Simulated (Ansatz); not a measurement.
## Ag in Co(0001), 2x2: scattering by a point defect

How strong a scatterer is Ag in Co(0001), 2x2, and does relaxation matter?

Program: Ansatz 0.2.0. Level of theory: Ansatz plane-wave DFT, PBE, PAW files, collinear spin; ballistic transport by layer matching (Landauer), zero bias; PAW set soft_1, in the first sound run; inputs show where later runs differ. Results are calculated unless marked as measured.

### Step 1. The structure

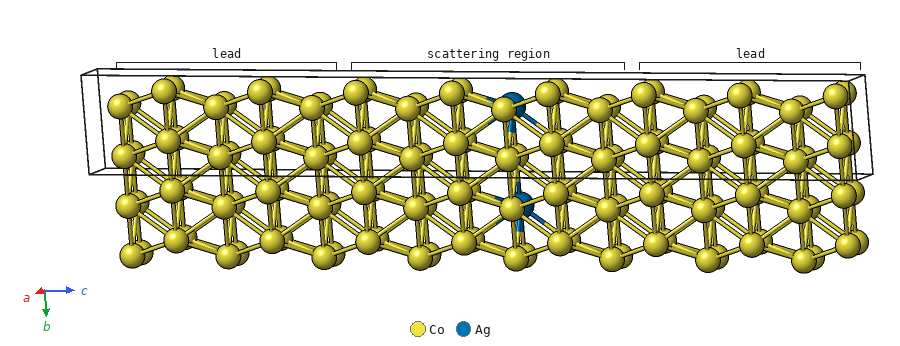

Start, viewed from the side, with the c axis across the page; cobalt yellow, silver blue. 1×2×1 cells are drawn.

The cell holds 64 atoms: 63 Co and 1 Ag. Cell: a = 5.011 Å, b = 5.011 Å, c = 32.714 Å, α = 90.0°, β = 90.0°, γ = 120.0°. It derives from Co. Regions: lead, 40 atoms (40 Co); scattering region, 24 atoms (23 Co and 1 Ag). The structure is stacked along c, and the current runs across the ab planes.

### Step 2. Transmission at ideal sites

The defect sits in one plane of the supercell, all atoms on ideal sites; the layers about the cell's end are the lead. The mesh across the current, 12×12, is finer than the density's, because channels open and close sharply across the zone. Energies from -0.1 to 0.1 eV in steps of 0.05 eV are too few for the program's thermal sum, so it prints no conductance; for a metal the transmission near the Fermi level serves, at a fraction of the cost.

The input, input.yaml:

```yaml
crystal:
  lattice:
    - [5.0108, 0.0, 0.0]
    - [-2.5054, 4.3394800933, 0.0]
    - [0.0, 0.0, 32.7144]
  atoms:
    - { symbol: Co, position: [0.1666666667, 0.3333333333, 0.03125], spin: 2.0 }
    - { symbol: Co, position: [0.1666666667, 0.8333333333, 0.03125], spin: 2.0 }
    - { symbol: Co, position: [0.6666666667, 0.3333333333, 0.03125], spin: 2.0 }
    - { symbol: Co, position: [0.6666666667, 0.8333333333, 0.03125], spin: 2.0 }
    - { symbol: Co, position: [0.3333333333, 0.1666666667, 0.09375], spin: 2.0 }
    - { symbol: Co, position: [0.3333333333, 0.6666666667, 0.09375], spin: 2.0 }
    - { symbol: Co, position: [0.8333333333, 0.1666666667, 0.09375], spin: 2.0 }
    - { symbol: Co, position: [0.8333333333, 0.6666666667, 0.09375], spin: 2.0 }
    - { symbol: Co, position: [0.1666666667, 0.3333333333, 0.15625], spin: 2.0 }
    - { symbol: Co, position: [0.1666666667, 0.8333333333, 0.15625], spin: 2.0 }
    - { symbol: Co, position: [0.6666666667, 0.3333333333, 0.15625], spin: 2.0 }
    - { symbol: Co, position: [0.6666666667, 0.8333333333, 0.15625], spin: 2.0 }
    - { symbol: Co, position: [0.3333333333, 0.1666666667, 0.21875], spin: 2.0 }
    - { symbol: Co, position: [0.3333333333, 0.6666666667, 0.21875], spin: 2.0 }
    - { symbol: Co, position: [0.8333333333, 0.1666666667, 0.21875], spin: 2.0 }
    - { symbol: Co, position: [0.8333333333, 0.6666666667, 0.21875], spin: 2.0 }
    - { symbol: Co, position: [0.1666666667, 0.3333333333, 0.28125], spin: 2.0 }
    - { symbol: Co, position: [0.1666666667, 0.8333333333, 0.28125], spin: 2.0 }
    - { symbol: Co, position: [0.6666666667, 0.3333333333, 0.28125], spin: 2.0 }
    - { symbol: Co, position: [0.6666666667, 0.8333333333, 0.28125], spin: 2.0 }
    - { symbol: Co, position: [0.3333333333, 0.1666666667, 0.34375], spin: 2.0 }
    - { symbol: Co, position: [0.3333333333, 0.6666666667, 0.34375], spin: 2.0 }
    - { symbol: Co, position: [0.8333333333, 0.1666666667, 0.34375], spin: 2.0 }
    - { symbol: Co, position: [0.8333333333, 0.6666666667, 0.34375], spin: 2.0 }
    - { symbol: Co, position: [0.1666666667, 0.3333333333, 0.40625], spin: 2.0 }
    - { symbol: Co, position: [0.1666666667, 0.8333333333, 0.40625], spin: 2.0 }
    - { symbol: Co, position: [0.6666666667, 0.3333333333, 0.40625], spin: 2.0 }
    - { symbol: Co, position: [0.6666666667, 0.8333333333, 0.40625], spin: 2.0 }
    - { symbol: Co, position: [0.3333333333, 0.1666666667, 0.46875], spin: 2.0 }
    - { symbol: Co, position: [0.3333333333, 0.6666666667, 0.46875], spin: 2.0 }
    - { symbol: Co, position: [0.8333333333, 0.1666666667, 0.46875], spin: 2.0 }
    - { symbol: Co, position: [0.8333333333, 0.6666666667, 0.46875], spin: 2.0 }
    - { symbol: Ag, position: [0.1666666667, 0.3333333333, 0.53125] }
    - { symbol: Co, position: [0.1666666667, 0.8333333333, 0.53125], spin: 2.0 }
    - { symbol: Co, position: [0.6666666667, 0.3333333333, 0.53125], spin: 2.0 }
    - { symbol: Co, position: [0.6666666667, 0.8333333333, 0.53125], spin: 2.0 }
    - { symbol: Co, position: [0.3333333333, 0.1666666667, 0.59375], spin: 2.0 }
    - { symbol: Co, position: [0.3333333333, 0.6666666667, 0.59375], spin: 2.0 }
    - { symbol: Co, position: [0.8333333333, 0.1666666667, 0.59375], spin: 2.0 }
    - { symbol: Co, position: [0.8333333333, 0.6666666667, 0.59375], spin: 2.0 }
    - { symbol: Co, position: [0.1666666667, 0.3333333333, 0.65625], spin: 2.0 }
    - { symbol: Co, position: [0.1666666667, 0.8333333333, 0.65625], spin: 2.0 }
    - { symbol: Co, position: [0.6666666667, 0.3333333333, 0.65625], spin: 2.0 }
    - { symbol: Co, position: [0.6666666667, 0.8333333333, 0.65625], spin: 2.0 }
    - { symbol: Co, position: [0.3333333333, 0.1666666667, 0.71875], spin: 2.0 }
    - { symbol: Co, position: [0.3333333333, 0.6666666667, 0.71875], spin: 2.0 }
    - { symbol: Co, position: [0.8333333333, 0.1666666667, 0.71875], spin: 2.0 }
    - { symbol: Co, position: [0.8333333333, 0.6666666667, 0.71875], spin: 2.0 }
    - { symbol: Co, position: [0.1666666667, 0.3333333333, 0.78125], spin: 2.0 }
    - { symbol: Co, position: [0.1666666667, 0.8333333333, 0.78125], spin: 2.0 }
    - { symbol: Co, position: [0.6666666667, 0.3333333333, 0.78125], spin: 2.0 }
    - { symbol: Co, position: [0.6666666667, 0.8333333333, 0.78125], spin: 2.0 }
    - { symbol: Co, position: [0.3333333333, 0.1666666667, 0.84375], spin: 2.0 }
    - { symbol: Co, position: [0.3333333333, 0.6666666667, 0.84375], spin: 2.0 }
    - { symbol: Co, position: [0.8333333333, 0.1666666667, 0.84375], spin: 2.0 }
    - { symbol: Co, position: [0.8333333333, 0.6666666667, 0.84375], spin: 2.0 }
    - { symbol: Co, position: [0.1666666667, 0.3333333333, 0.90625], spin: 2.0 }
    - { symbol: Co, position: [0.1666666667, 0.8333333333, 0.90625], spin: 2.0 }
    - { symbol: Co, position: [0.6666666667, 0.3333333333, 0.90625], spin: 2.0 }
    - { symbol: Co, position: [0.6666666667, 0.8333333333, 0.90625], spin: 2.0 }
    - { symbol: Co, position: [0.3333333333, 0.1666666667, 0.96875], spin: 2.0 }
    - { symbol: Co, position: [0.3333333333, 0.6666666667, 0.96875], spin: 2.0 }
    - { symbol: Co, position: [0.8333333333, 0.1666666667, 0.96875], spin: 2.0 }
    - { symbol: Co, position: [0.8333333333, 0.6666666667, 0.96875], spin: 2.0 }
magnetization:
  spin_polarized: true
kpoints:
  mp_grid: { grid: [5, 5, 1] }
hamiltonian:
  xc: pbe
  pseudopotentials: { kind: paw, azcp: { folder: soft_1 } }
scf:
  occupations: { method: fermi_dirac, width: 0.1 }
output:
  transmission: { leads: [[0, 8]], kmesh: [12, 12], e_range: [-0.1, 0.1], de: 0.05 }
  write_potential: true
  write_density: true
  volumetric_format: npy
  elf: true
```

Command:

```sh
> ansatz run input.yaml --threads 4 --pin off --max-ram 15360MiB --backend cpu --events-out ev --progress --plain --runs-dir out
```

Numbers of over 12 decimals in the logs are rounded to 6 here.

Log:

```text
Engine: ansatz 0.2.0, aarch64-unknown-linux-gnu
Pseudopotentials: kind: paw
Pseudopotential: Co, paw, valence charge 17, recommended cutoff 420 eV (normal), soft_1/Co.paw.azcp
Pseudopotential: Ag, paw, valence charge 19, recommended cutoff 420 eV (normal), soft_1/Ag.paw.azcp
Functional definition: PBE
  parameter kappa = 0.804
  parameter beta = 0.066725
  exchange = pbe_x(kappa = kappa, mu = beta*pi^2/3)
  correlation = pbe_c(beta = beta)
Crystal: 64 atoms, lattice volume = 711.351 Å³
Basis set: ecut = 420 eV, 14011 PW (Γ)
Bands: 730, of which v1, the nominal top of the filled ones, is band 545 counted from 1 (544 counted from 0)
Symmetry: 12 space group operations
Space group: P-6m2 (ITA 187), of the structure as read, at distance tolerance 8.9e-5 Å
Magnetic group: BNS 187.209 (UNI 1439), of the structure as read, at distance tolerance 8.9e-5 Å
k-points: 5 of 25 (time reversal used)
Non-local potential: Co, projectors of the file, l = 0: 3, l = 1: 2, l = 2: 3, l = 3: 1
Non-local potential: Ag, projectors of the file, l = 0: 3, l = 1: 2, l = 2: 2, l = 3: 1
PAW form: soft (Blöchl's): semilocal exchange-correlation on the pseudo side does not see the compensation charge
PAW one-centre angular grid: Co, 590 points (default); XC on 64 Gauss nodes
PAW one-centre angular grid: Ag, 590 points (default); XC on 64 Gauss nodes
Initial density: superposition of atomic densities (chi_scale 0.1, normalization cell)
Starting moments: Σ|m| = 126 μB on 63 of 64 sites
Initial wavefunctions: pseudopotential atomic-orbital guess
Functional: x = pbe(κ = 0.804, μ = 0.219515), c = pbe(β = 0.066725)
SCF iter   1: F=—  HF=-330517.583020 eV  |F-HF|=—  |Δ(HF+E_count)|=         —  Δρ=6.39e-2 (↑4.31e-2 ↓6.39e-2)  dr2=9.59e1  dr2_m=1.69e0  M=109.911 μB ∫|m|=114.733 μB  β_m=0.30  ethr=3.10e-3  ⟨swp⟩=4.6  Hψ=25706  notcnv=0  defer=282
Mixer restart at iter 1: flushing history
preconditioner: auto → Kerker (q_TF=auto, 2.929 Å⁻¹)  [metal: Δε(μ)=0.003 eV  Ē_g=8.445 eV  σ=0.100 eV  W_gap=0.01  n_scr=312 (ndim 8)  ℏωp=33.5 eV  f_vac=0.000  D(μ)=56.90/eV (n_scr^D=584)]
spin=Collinear: Kerker preconditioning applied to the charge; magnetization (m = ρ↑ − ρ↓) channel mixes plain (no charge-response kernel on spin).
SCF iter   2: F=—  HF=-330497.542909 eV  |F-HF|=—  |Δ(HF+E_count)|=    2.00e1  Δρ=2.15e-2 (↑1.99e-2 ↓2.15e-2)  dr2=2.06e1  dr2_m=1.39e0  M=109.780 μB ∫|m|=115.998 μB  β_m=0.33  ethr=3.10e-3  ⟨swp⟩=2.7  Hψ=12545  notcnv=0  defer=985
SCF iter   3: F=—  HF=-330513.526855 eV  |F-HF|=—  |Δ(HF+E_count)|=    1.60e1  Δρ=2.07e-2 (↑2.07e-2 ↓1.33e-2)  dr2=1.13e1  dr2_m=5.22e-1  M=107.705 μB ∫|m|=115.416 μB  β_m=0.66  ethr=1.89e-3  ⟨swp⟩=2.0  Hψ=8397  notcnv=0  defer=986
SCF iter   4: F=—  HF=-330536.369041 eV  |F-HF|=—  |Δ(HF+E_count)|=    2.28e1  Δρ=1.77e-2 (↑1.77e-2 ↓1.20e-2)  dr2=6.23e0  dr2_m=6.56e-2  M=105.668 μB ∫|m|=115.304 μB  β_m=0.83  ethr=1.03e-3  ⟨swp⟩=2.9  Hψ=11141  notcnv=0  defer=999
SCF iter   5: F=—  HF=-330537.427002 eV  |F-HF|=—  |Δ(HF+E_count)|=    1.06e0  Δρ=8.62e-3 (↑6.77e-3 ↓8.62e-3)  dr2=1.83e0  dr2_m=2.58e-2  M=104.877 μB ∫|m|=115.128 μB  β_m=0.76  ethr=5.71e-4  ⟨swp⟩=2.6  Hψ=11920  notcnv=0  defer=1053
SCF iter   6: F=—  HF=-330537.606298 eV  |F-HF|=—  |Δ(HF+E_count)|=   1.79e-1  Δρ=1.91e-3 (↑1.91e-3 ↓1.77e-3)  dr2=2.26e-1  dr2_m=8.98e-4  M=105.138 μB ∫|m|=115.340 μB  β_m=0.73  ethr=1.68e-4  ⟨swp⟩=2.0  Hψ=14012  notcnv=0  defer=1058
SCF iter   7: F=—  HF=-330537.607341 eV  |F-HF|=—  |Δ(HF+E_count)|=   1.04e-3  Δρ=1.44e-3 (↑1.05e-3 ↓1.44e-3)  dr2=3.75e-2  dr2_m=2.76e-3  M=105.165 μB ∫|m|=115.414 μB  β_m=0.64  ethr=2.07e-5  ⟨swp⟩=2.0  Hψ=12788  notcnv=0  defer=1058
SCF iter   8: F=—  HF=-330537.602471 eV  |F-HF|=—  |Δ(HF+E_count)|=   4.87e-3  Δρ=7.46e-4 (↑3.35e-4 ↓7.46e-4)  dr2=1.00e-2  dr2_m=9.69e-4  M=105.163 μB ∫|m|=115.442 μB  β_m=0.72  ethr=3.44e-6  ⟨swp⟩=2.0  Hψ=11614  notcnv=0  defer=1058
SCF iter   9: F=—  HF=-330537.601988 eV  |F-HF|=—  |Δ(HF+E_count)|=   4.84e-4  Δρ=4.02e-4 (↑2.01e-4 ↓4.02e-4)  dr2=6.07e-3  dr2_m=1.76e-4  M=105.172 μB ∫|m|=115.473 μB  β_m=0.61  ethr=9.18e-7  ⟨swp⟩=1.2  Hψ=7744  notcnv=0  defer=1058
[...]
SCF iter  11: F=—  HF=-330537.601619 eV  |F-HF|=—  |Δ(HF+E_count)|=   3.29e-6  Δρ=1.14e-4 (↑5.88e-5 ↓1.14e-4)  dr2=4.54e-4  dr2_m=1.94e-5  M=105.176 μB ∫|m|=115.482 μB  β_m=0.76  ethr=4.58e-8  ⟨swp⟩=1.6  Hψ=8243  notcnv=0  defer=1058
SCF iter  12: F=—  HF=-330537.601661 eV  |F-HF|=—  |Δ(HF+E_count)|=   4.23e-5  Δρ=1.46e-4 (↑4.68e-5 ↓1.46e-4)  dr2=1.30e-3  dr2_m=1.71e-5  M=105.178 μB ∫|m|=115.482 μB  β_m=0.73  ethr=4.17e-8  ⟨swp⟩=1.0  Hψ=7300  notcnv=0  defer=1058  recentre
SCF iter  13: F=—  HF=-330537.601652 eV  |F-HF|=—  |Δ(HF+E_count)|=   8.36e-6  Δρ=7.44e-5 (↑3.98e-5 ↓7.44e-5)  dr2=5.98e-4  dr2_m=3.27e-6  M=105.177 μB ∫|m|=115.483 μB  β_m=0.56  ethr=4.17e-8  ⟨swp⟩=1.1  Hψ=7302  notcnv=0  defer=1058
SCF iter  14: F=—  HF=-330537.601645 eV  |F-HF|=—  |Δ(HF+E_count)|=   7.87e-6  Δρ=1.54e-5 (↑1.25e-5 ↓1.54e-5)  dr2=4.23e-6  dr2_m=4.64e-7  M=105.177 μB ∫|m|=115.484 μB  β_m=0.65  ethr=4.17e-8  ⟨swp⟩=1.0  Hψ=7410  notcnv=0  defer=1058
SCF iter  15: F=—  HF=-330537.601647 eV  |F-HF|=—  |Δ(HF+E_count)|=   2.18e-6  Δρ=1.41e-5 (↑8.18e-6 ↓1.41e-5)  dr2=6.63e-6  dr2_m=1.47e-7  M=105.178 μB ∫|m|=115.483 μB  β_m=0.65  ethr=3.88e-10  ⟨swp⟩=2.0  Hψ=10134  notcnv=0  defer=1058
SCF iter  16: F=—  HF=-330537.601647 eV  |F-HF|=—  |Δ(HF+E_count)|=   3.69e-8  Δρ=8.47e-6 (↑4.86e-6 ↓8.47e-6)  dr2=3.75e-6  dr2_m=8.12e-8  M=105.178 μB ∫|m|=115.482 μB  β_m=0.70  ethr=3.88e-10  ⟨swp⟩=2.0  Hψ=9387  notcnv=0  defer=1058
SCF iter  17: F=—  HF=-330537.601647 eV  |F-HF|=—  |Δ(HF+E_count)|=   7.93e-8  Δρ=4.89e-6 (↑1.66e-6 ↓4.89e-6)  dr2=1.12e-6  dr2_m=2.22e-8  M=105.178 μB ∫|m|=115.482 μB  β_m=0.71  ethr=3.44e-10  ⟨swp⟩=1.0  Hψ=7300  notcnv=0  defer=1058
SCF iter  18: F=—  HF=-330537.601647 eV  |F-HF|=—  |Δ(HF+E_count)|=   1.66e-8  Δρ=2.04e-6 (↑9.29e-7 ↓2.04e-6)  dr2=2.62e-7  dr2_m=2.95e-9  M=105.178 μB ∫|m|=115.482 μB  β_m=0.62  ethr=1.03e-10  ⟨swp⟩=1.5  Hψ=7445  notcnv=0  defer=1058
SCF iter  19: F=—  HF=-330537.601647 eV  |F-HF|=—  |Δ(HF+E_count)|=   1.46e-9  Δρ=1.00e-6 (↑6.39e-7 ↓1.00e-6)  dr2=3.70e-8  dr2_m=6.22e-10  M=105.178 μB ∫|m|=115.482 μB  β_m=0.52  ethr=2.41e-11  ⟨swp⟩=1.0  Hψ=7300  notcnv=0  defer=1058
SCF iter  20: F=-330537.601647 eV  HF=-330537.601647 eV  |F-HF|=9.18e-8  |Δ(HF+E_count)|=   1.11e-9  Δρ=1.16e-6 (↑2.95e-7 ↓1.16e-6)  dr2=9.34e-8  dr2_m=1.41e-9  M=105.178 μB ∫|m|=115.482 μB  ethr=3.40e-12  ⟨swp⟩=8.7  Hψ=33596  notcnv=0
SCF 1 converged in 20 iterations: F = -330537.601647 eV  dr2 = 9.34e-8
  greatest PAW one-centre occupation: 1.002 electrons in one spin orbital (limit 2), on the Ag atom at site 32 (counted from 0), in its partial waves of l = 0
transmission: 160 of 1596 steps passed
transmission: 320 of 1596 steps passed
[...]
transmission: 1596 of 1596 steps passed
some or all of what a close reads of its open shells is tried by no SCF: some or all of their fillings by name were not asked, since the model of its bands would take too long in so large a cell. Whether a lower state lies along it is not known (a run that goes on reads the state that it goes on from)
SCF converged after 20 iterations
Magnetization: 105.1781 μB (597.5891 up, 492.4109 down)
Absolute magnetization: 115.5937 μB (∫|ρ↑−ρ↓|, with the PAW one-centre terms)
Spin contamination: 1.8589 ħ² per cell (⟨S²⟩ above its minimum at these occupations)
Per-site moments (μB) at R_I (Å): [(1.744458, 1.033141), (1.744908, 1.033141), (1.744908, 1.033141), (1.744908, 1.033141), (1.744785, 1.033141), (1.744785, 1.033141), (1.744785, 1.033141), (1.744793, 1.033141), (1.744646, 1.033141), (1.745034, 1.033141), (1.745034, 1.033141), (1.745034, 1.033141), (1.744624, 1.033141), (1.744624, 1.033141), (1.744624, 1.033141), (1.745261, 1.033141), (1.746306, 1.033141), (1.744386,  [...]
Free energy (F): -330537.601647 eV
Harris-Foulkes:  -330537.601647 eV  (|F-HF|=9.18e-8)
Internal energy: -330535.721767 eV  (E = F + TS)
E sigma→0 (E₀):  -330536.661707 eV
Entropy (-TS):   -1.879879 eV (-29.373 meV/atom)
Fermi energy:    18.341054 eV
--- Per-component energies (eV) ---
  E_band       = -15962.953567
  E_kinetic    = 18821.285050
  E_local      = -170648.546156  (includes V_loc(G=0)·N_el)
  E_nonlocal   = 27388.679912
  E_hartree    = 75765.693065
  E_xc         = -5960.781758
  E_vxc        = -7668.220395  (∫ρ·V_xc dr)
  E_paw        = -102949.111591  (= ΣΔE_a)
  E_vpaw       = -35387.527070  (= ΣTr[D̂ρ^β])
  E_aug_tail   = -0.000641  (compensation charges beyond the density's cutoff)
  E_ewald      = -172952.939649
  E_smearing   = -1.879879  (= −TS)
  E_closure    = -0.000000  (closes the sum)
  Σ components = -330537.601647   (vs F -330537.601647, Δ=0.00e0)
--- Band table (eV; the first three rows and the last of 10) ---
  k-point 0 ↑: bands = [... 541 lower, 17.6324, 17.6374, 17.6438, 17.6457, 17.6465, 17.6465, 17.6482, 17.6482, ... 181 higher]
  k-point 1 ↑: bands = [... 541 lower, 17.4782, 17.4832, 17.4833, 17.4905, 17.4907, 17.4925, 17.4927, 17.4933, ... 181 higher]
  k-point 2 ↑: bands = [... 541 lower, 17.1666, 17.1997, 17.2029, 17.2386, 17.2389, 17.2756, 17.2940, 17.2990, ... 181 higher]
  k-point 4 ↓: bands = [... 541 lower, 19.0979, 19.1155, 19.1206, 19.1572, 19.1706, 19.1718, 19.1817, 19.1916, ... 181 higher]
--- Transmission ---
  basis      : 199 plane waves across, 42 finite elements along
  points     : 19, standing for a mesh of 12 x 12
  energies   : 5 from -0.100000 to 0.100000 eV about the Fermi level, 0.050000 eV apart; the leads are filled to 0.000000 eV, and channels, transmission and decay are at 0.000000 eV
  crystal 0  : Co8, at the sites [0, 8], period 4.0893 Å, over 30.67 Å; its Hamiltonian steps by up to 0.5 meV
    offset         : up to 0.0000 Å between an atom of the period and one for which it stands
    channels       : 2.333333e0 up, 5.006944e0 down
    conductance    : none, the energies end too early or step too widely for 300 K: set another output.transmission.e_range or a lower de, or, where they end at an eighth of basis.ecutwfc, a higher one
    slowest decay  : 0.1125 /Å at (0.0000, 0.0000)
  junction   : crystal 0 to crystal 0, 1.35 to 29.97 Å
    transmission   : 2.298369e0 up, 3.730948e0 down
    conductance    : none, the energies end too early or step too widely for 300 K: set another output.transmission.e_range or a lower de, or, where they end at an eighth of basis.ecutwfc, a higher one
```

Elapsed: 24 min, on 4 threads of Arm Neoverse V1, shared host; peak memory 6.7 GiB; 1.5 h of CPU time.

The column dr2 measures how far the density is from self-consistency, as an energy; F and HF (Harris–Foulkes) agree once it is small.

Numbers from this step:

```yaml
free_energy: -330537.6016 eV
energy_at_zero_smearing: -330536.6617 eV
fermi_energy: 18.34 eV
magnetization: 105.2 μB
absolute_magnetization: 115.6 μB
cell_area: 21.74 Å²
transmission_spin_up: 2.298
transmission_spin_down: 3.731
open_channels_spin_up: 2.333
open_channels_spin_down: 5.007
step_of_the_lead_s_potential: 0.5 meV
```

Per spin. Table of transmission, zone mean by energy, zero at the Fermi level:

| energy (eV) | T up | T down |
| --- | --- | --- |
| -0.1000 | 2.30 | 3.73 |
| -0.0500 | 2.30 | 3.84 |
| 0.0000 | 2.30 | 3.73 |
| 0.0500 | 2.28 | 3.90 |
| 0.1000 | 2.28 | 3.92 |

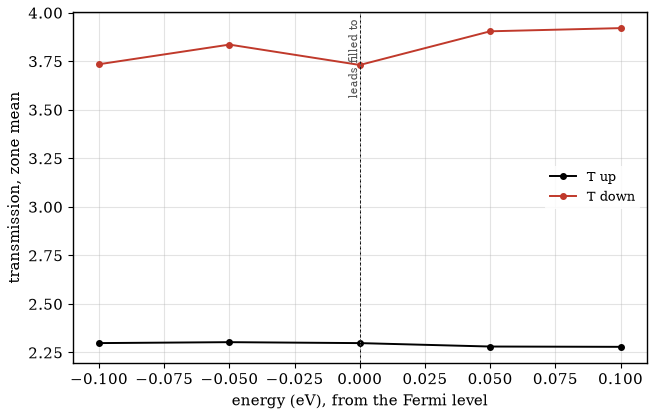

Transmission, zone mean, plotted against energy.

Per spin. Table of open channels, zone mean by energy, zero at the Fermi level:

| energy (eV) | lead up | lead down |
| --- | --- | --- |
| -0.1000 | 2.33 | 5.12 |
| -0.0500 | 2.33 | 5.34 |
| 0.0000 | 2.33 | 5.01 |
| 0.0500 | 2.29 | 5.22 |
| 0.1000 | 2.29 | 5.26 |

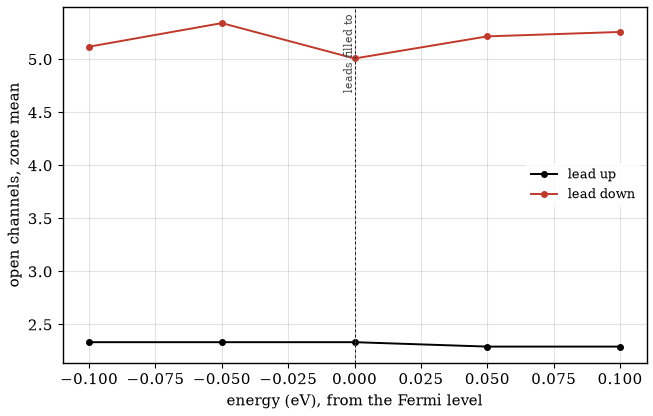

Open channels, zone mean against energy.

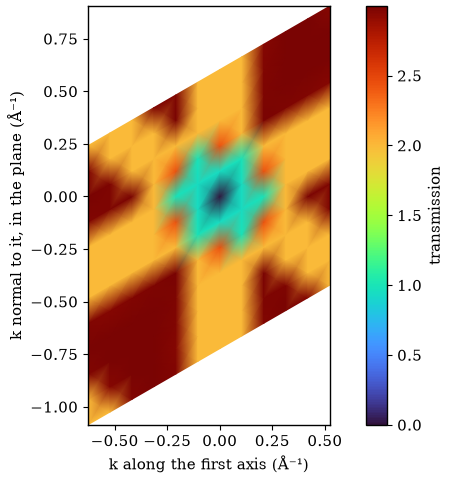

Transmission over k1 and k2. At 0.0000 eV from the Fermi level, spin up.

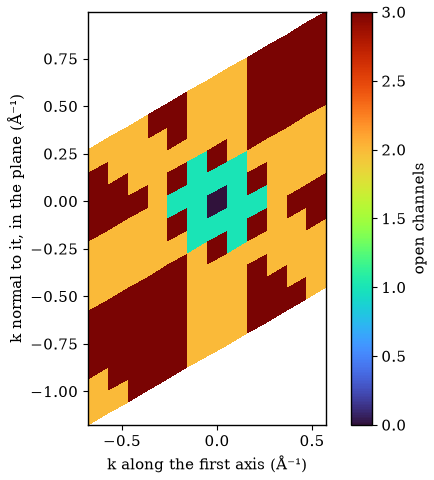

Open channels over k1 and k2. At 0.0000 eV from the Fermi level, spin up.

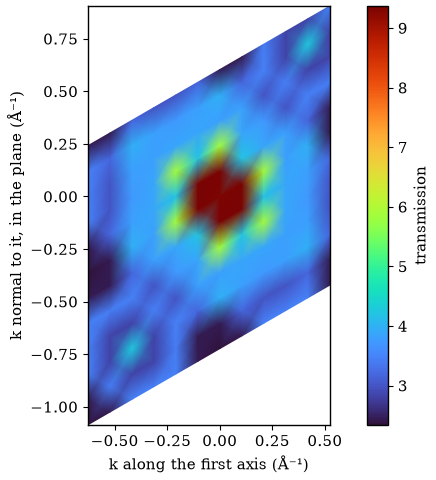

Transmission over k1 and k2. At 0.0000 eV from the Fermi level, spin down.

(Part 1 of 3 ends here.)

[Logs are printed without paths, hosts, clocks, repeated set-up lines and the standing remarks that a program may print on its own settings, such as how far it seeks lower states.]

[Hosts, paths, dates, database ids (printed as entryN), source tags and the programs' standing remarks are cut or masked in the printed files.]
